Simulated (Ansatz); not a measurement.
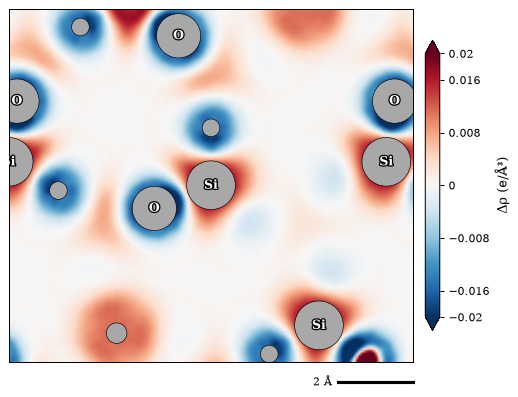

SiO2. Difference of the valence pseudo-densities of two functionals at the same geometry, on the (111) plane of the calculation cell: one of PBE and r2SCAN less the other.

Both computed with Ansatz (plane waves, PAW), on the same k-point mesh. Grey discs cover the atomic cores.

Which was subtracted from which, and what does the map show?

It is PBE less r2SCAN. Against r2SCAN, PBE gives less density around O (−0.012 e/Å³ on average at 0.7 Å from the nucleus) and a change of −0.010 e/Å³ at the midpoint of Si–O.
